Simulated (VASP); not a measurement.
Run report: TiC, geometry relaxation (part 2 of 2)

The same run, continued: TiC (2 atoms in the cell); Kohn-Sham DFT of a periodic cell, PBE, VASP PAW PBE potentials, recommended, no spin polarisation (VASP 6.6.1); cutoff 600 eV, 17×17×17 k-mesh, methfessel-paxton of 0.1 eV. The structure derives from a Materials Project entry.

Geometry of the input (Å; fractional positions):
```
0.0000  2.1657  2.1657
2.1657  0.0000  2.1657
2.1657  2.1657  0.0000
Ti 0.0000  0.0000  0.0000
C  0.5000  0.5000  0.5000
```

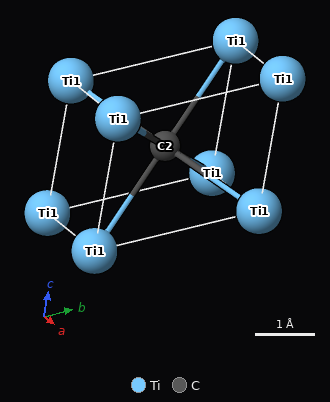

The geometry at step 1 of the log (ball-and-stick view of the cell of the calculation, seen slightly off an axis; atoms are numbered from 1 in the order of the input).

### Parts of OUTCAR, continued
```
   AEXX    =    0.0000 exact exchange contribution
   IVDW    =     0    specifies the selected vdW correction
   LEPSILON=     F    determine dielectric tensor
   LRPA    =     F    only Hartree local field effects (RPA)
 conjugate gradient relaxation of ions
 non-spin polarized calculation
 Methfessel and Paxton  Order N= 1 SIGMA  =   0.10
  energy-cutoff  :      600.00
  volume of cell :       20.32
 maximum number of plane-waves:       689
   NGX = 13   NGY = 13   NGZ = 13

--------------------------------------- Ionic step        1  -------------------------------------------

 number of electron      16.0000000 magnetization

 Free energy of the ion-electron system (eV)
  ---------------------------------------------------
  ext. energy  EPLUGINS =         0.00000000
  ---------------------------------------------------
  free energy    TOTEN  =       -18.70938669 eV

  energy without entropy =      -18.70921846  energy(sigma->0) =      -18.70933061

------------------------ aborting loop because EDIFF is reached ----------------------------------------

  FORCE on cell =-STRESS in cart. coord.  units (eV):
  Direction    XX          YY          ZZ          XY          YZ          ZX
  --------------------------------------------------------------------------------------
  -------------------------------------------------------------------------------------
  Total        0.0452909      0.0452909      0.0452909      0.0000000      0.0000000     -0.0000000
  in kB        3.5717889      3.5717889      3.5717889      0.0000000      0.0000000     -0.0000000
  external PRESSURE =       3.5717889 kB  Pullay stress =       0.0000000 kB

 VOLUME and BASIS-vectors are now :
 -----------------------------------------------------------------------------
  energy-cutoff  :      600.00
  volume of cell :       20.32
      direct lattice vectors                 reciprocal lattice vectors
     0.000000000  2.165718800  2.165718800    -0.230870231  0.230870231  0.230870231
     2.165718800  0.000000000  2.165718800     0.230870231 -0.230870231  0.230870231
     2.165718800  2.165718800  0.000000000     0.230870231  0.230870231 -0.230870231

 POSITION                                       TOTAL-FORCE (eV/Angst)
 -----------------------------------------------------------------------------------
      0.00000      0.00000      0.00000         0.000000      0.000000      0.000000
      2.16572      2.16572      2.16572        -0.000000     -0.000000     -0.000000
 -----------------------------------------------------------------------------------
    total drift:                                0.000000     -0.000000     -0.000000

  FREE ENERGIE OF THE ION-ELECTRON SYSTEM (eV)
  ---------------------------------------------------
  free  energy   TOTEN  =       -18.7093866851 eV

  energy  without entropy=      -18.7092184643  energy(sigma->0) =      -18.70933061

--------------------------------------- Ionic step        2  -------------------------------------------

 number of electron      16.0000000 magnetization

------------------------ aborting loop because EDIFF is reached ----------------------------------------

  FORCE on cell =-STRESS in cart. coord.  units (eV):
  Direction    XX          YY          ZZ          XY          YZ          ZX
  --------------------------------------------------------------------------------------
  -------------------------------------------------------------------------------------
  Total       -0.0542707     -0.0542707     -0.0542707     -0.0000000      0.0000000      0.0000000
  in kB       -4.2659642     -4.2659642     -4.2659642     -0.0000000      0.0000000      0.0000000
  external PRESSURE =      -4.2659642 kB  Pullay stress =       0.0000000 kB

 VOLUME and BASIS-vectors are now :
 -----------------------------------------------------------------------------
  energy-cutoff  :      600.00
  volume of cell :       20.38
      direct lattice vectors                 reciprocal lattice vectors
     0.000000000  2.168084800  2.168084800    -0.230618286  0.230618286  0.230618286
     2.168084800  0.000000000  2.168084800     0.230618286 -0.230618286  0.230618286
     2.168084800  2.168084800 -0.000000000     0.230618286  0.230618286 -0.230618286

 POSITION                                       TOTAL-FORCE (eV/Angst)
 -----------------------------------------------------------------------------------
      0.00000      0.00000      0.00000        -0.000000     -0.000000      0.000000
      2.16808      2.16808      2.16808         0.000000      0.000000     -0.000000
 -----------------------------------------------------------------------------------
    total drift:                                0.000000     -0.000000     -0.000000

  FREE ENERGIE OF THE ION-ELECTRON SYSTEM (eV)
  ---------------------------------------------------
  free  energy   TOTEN  =       -18.7093717852 eV

  energy  without entropy=      -18.7092004259  energy(sigma->0) =      -18.70931467

--------------------------------------- Ionic step        3  -------------------------------------------

 number of electron      16.0000000 magnetization

 Free energy of the ion-electron system (eV)
  ---------------------------------------------------
  ext. energy  EPLUGINS =         0.00000000
  ---------------------------------------------------
  free energy    TOTEN  =       -18.70942174 eV

  energy without entropy =      -18.70925227  energy(sigma->0) =      -18.70936525

 E-fermi :   9.3950     XC(G=0): -12.6901     alpha+bet :-18.7325

 val. band max:        9.3742813047   @ k =   0.2941   0.2353   0.0000
 cond. band min:       9.4300499473   @ k =  -0.0588   0.0588   0.0000
 fundamental gap:      0.0557686426
 Fermi energy:         9.3950001514

 k-point     1 :       0.0000    0.0000    0.0000
  band No.  band energies     occupation
      1     -47.1996      2.00000
      2     -23.2250      2.00000
      3     -23.2250      2.00000
      4     -23.2250      2.00000
      5      -2.9944      2.00000
      6      10.0870     -0.00000
      7      10.0870     -0.00000
      8      10.0870     -0.00000
      9      11.0700     -0.00000
     10      11.0700     -0.00000
     11      11.0700     -0.00000
     12      11.1034     -0.00000

 k-point     2 :       0.0588    0.0000    0.0000
  band No.  band energies     occupation
      1     -47.1972      2.00000
      2     -23.2423      2.00000
      3     -23.2267      2.00000
      4     -23.2267      2.00000
      5      -2.9165      2.00000
      6       9.6866     -0.00030
      7       9.9128     -0.00000
      8       9.9128     -0.00000
      9      10.4322     -0.00000
     10      10.4322     -0.00000
     11      11.2880     -0.00000
     12      12.0293      0.00000

 k-point     3 :       0.1176    0.0000    0.0000
  band No.  band energies     occupation
      1     -47.1902      2.00000
      2     -23.2915      2.00000
      3     -23.2313      2.00000
      4     -23.2313      2.00000
      5      -2.6862      2.00000
      6       8.8809      2.00000
      7       9.2055      2.02211
      8       9.2055      2.02211
      9      10.4765     -0.00000
     10      10.4765     -0.00000
     11      11.6000      0.00000
     12      13.0248      0.00000

 k-point     4 :       0.1765    0.0000    0.0000
  band No.  band energies     occupation
      1     -47.1796      2.00000
      2     -23.3654      2.00000
      3     -23.2383      2.00000
      4     -23.2383      2.00000
      5      -2.3163      2.00000
      6       7.9266      2.00000
      7       8.4792      2.00000
      8       8.4792      2.00000
      9      10.7260     -0.00000
     10      10.7260     -0.00000
     11      11.8729      0.00000
     12      14.0250      0.00000

 k-point     5 :       0.2353    0.0000    0.0000
  band No.  band energies     occupation
      1     -47.1669      2.00000
      2     -23.4534      2.00000
      3     -23.2468      2.00000
      4     -23.2468      2.00000
      5      -1.8273      2.00000
      6       6.9181      2.00000
      7       7.8454      2.00000
      8       7.8454      2.00000
      9      11.0622     -0.00000
     10      11.0622     -0.00000
     11      12.1431      0.00000
     12      14.9888      0.00000

 [... the levels of 18 k-points are left out ...]

 k-point    24 :      -0.1176    0.0588    0.0000
  band No.  band energies     occupation
      1     -47.1851      2.00000
      2     -23.3206      2.00000
      3     -23.2475      2.00000
      4     -23.2289      2.00000
      5      -2.5137      2.00000
      6       8.4283      2.00000
      7       8.7204      2.00000
      8       8.9093      2.00000
      9      10.3618     -0.00000
     10      10.8902     -0.00000
     11      11.8902      0.00000
     12      12.8922      0.00000

 [... further k-points ...]

------------------------ aborting loop because EDIFF is reached ----------------------------------------

  FORCE on cell =-STRESS in cart. coord.  units (eV):
  Direction    XX          YY          ZZ          XY          YZ          ZX
  --------------------------------------------------------------------------------------
  -------------------------------------------------------------------------------------
  Total       -0.0043201     -0.0043201     -0.0043201      0.0000000      0.0000000     -0.0000000
  in kB       -0.3401923     -0.3401923     -0.3401923      0.0000000      0.0000000     -0.0000000
  external PRESSURE =      -0.3401923 kB  Pullay stress =       0.0000000 kB

 VOLUME and BASIS-vectors are now :
 -----------------------------------------------------------------------------
  energy-cutoff  :      600.00
  volume of cell :       20.35
      direct lattice vectors                 reciprocal lattice vectors
     0.000000000  2.166795102  2.166795102    -0.230755552  0.230755552  0.230755552
     2.166795102  0.000000000  2.166795102     0.230755552 -0.230755552  0.230755552
     2.166795102  2.166795102 -0.000000000     0.230755552  0.230755552 -0.230755552

 POSITION                                       TOTAL-FORCE (eV/Angst)
 -----------------------------------------------------------------------------------
      2.16680      0.00000      2.16680         0.000000      0.000000      0.000000
      2.16680      2.16680      2.16680        -0.000000     -0.000000     -0.000000
 -----------------------------------------------------------------------------------
    total drift:                                0.000000     -0.000000     -0.000000

  FREE ENERGIE OF THE ION-ELECTRON SYSTEM (eV)
  ---------------------------------------------------
  free  energy   TOTEN  =       -18.7094217370 eV

  energy  without entropy=      -18.7092522672  energy(sigma->0) =      -18.70936525

 reached required accuracy - stopping structural energy minimisation
```

### CONTCAR
```
TiC
   1.00000000000000
     0.0000000000000000    2.1667951016141975    2.1667951016141975
     2.1667951016141975    0.0000000000000000    2.1667951016141975
     2.1667951016141975    2.1667951016141975   -0.0000000000000000
  Ti              C
     1     1
Direct
     0.0000000000000000    1.0000000000000000    0.0000000000000000
     0.5000000000000000    0.5000000000000000    0.5000000000000000

  0.00000000E+00  0.00000000E+00  0.00000000E+00
  0.00000000E+00  0.00000000E+00  0.00000000E+00
```

### Trajectory as extended XYZ (Å, eV, eV/Å), 3 frames, from step=0 to step=2
```
2
Lattice="0.0000 2.1657 2.1657 2.1657 0.0000 2.1657 2.1657 2.1657 0.0000" Properties=species:S:1:pos:R:3:forces:R:3 step=0 energy=-18.70939
Ti    0.0000    0.0000    0.0000    0.0000   0.0000   0.0000
C     2.1657    2.1657    2.1657    0.0000   0.0000   0.0000
2
Lattice="0.0000 2.1681 2.1681 2.1681 0.0000 2.1681 2.1681 2.1681 -0.0000" Properties=species:S:1:pos:R:3:forces:R:3 step=1 energy=-18.70937
Ti    0.0000    0.0000    0.0000    0.0000   0.0000   0.0000
C     2.1681    2.1681    2.1681    0.0000   0.0000   0.0000
2
Lattice="0.0000 2.1668 2.1668 2.1668 0.0000 2.1668 2.1668 2.1668 -0.0000" Properties=species:S:1:pos:R:3:forces:R:3 step=2 energy=-18.70942
Ti    2.1668    0.0000    2.1668    0.0000   0.0000   0.0000
C     2.1668    2.1668    2.1668    0.0000   0.0000   0.0000
```
